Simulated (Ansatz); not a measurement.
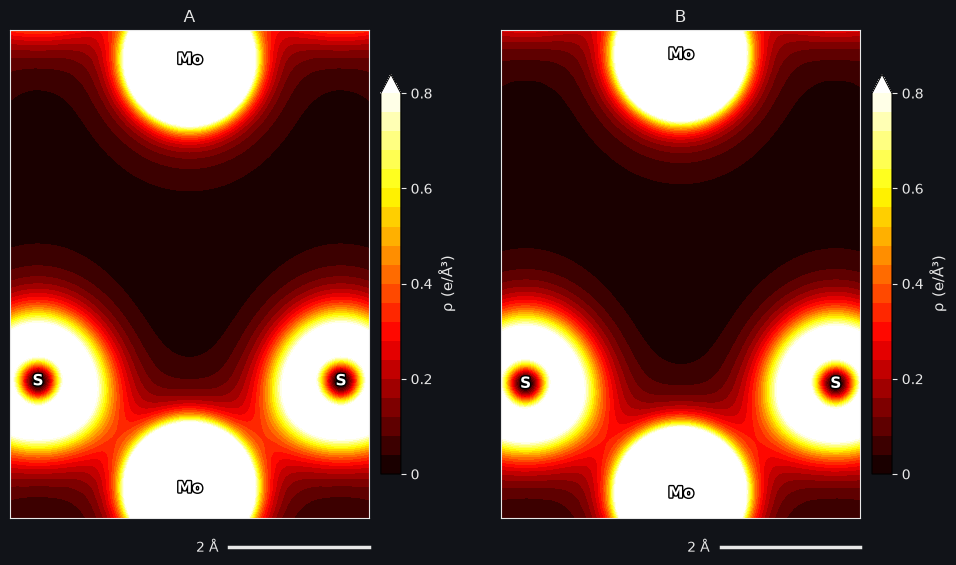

MoS. The valence pseudo-density of two cells that differ in size, on the (11̄0) plane of each (indices in the axes of the calculation cell), at one length scale and on one colour scale: B has 31.0 Å³ an atom and A 28.9.

Space group F-43m; started from the zinc blende prototype, which need not be the ambient phase; spin-polarised.

Method: DFT r2SCAN+U, scalar-relativistic, plane waves, PAW (Ansatz).

Core electrons are frozen (PAW), and the valence fields are smoothed inside the atomic spheres.

The larger cell:

```yaml
crystal:
  lattice:
    - [0.00000, 3.14098, 3.14098]
    - [3.14098, 0.00000, 3.14098]
    - [3.14098, 3.14098, 0.00000]
  atoms:
    - { symbol: Mo, position: [0.00000, 0.00000, 0.00000] }
    - { symbol: S, position: [0.25000, 0.25000, 0.25000] }
```

The smaller cell: a = 4.339 Å, b = 4.339 Å, c = 4.339 Å, α = 60.00°, β = 60.00°, γ = 60.00°.

**What changes from the larger cell to the smaller?**

From the larger cell to the smaller, Mo–S goes from 2.72 to 2.66 Å, and the density at its midpoint from 0.32 to 0.36 e/Å³; the pressure goes from −6 to −4.4 GPa; the largest moment (Mo) goes from 3.3 to 3.2 μB.
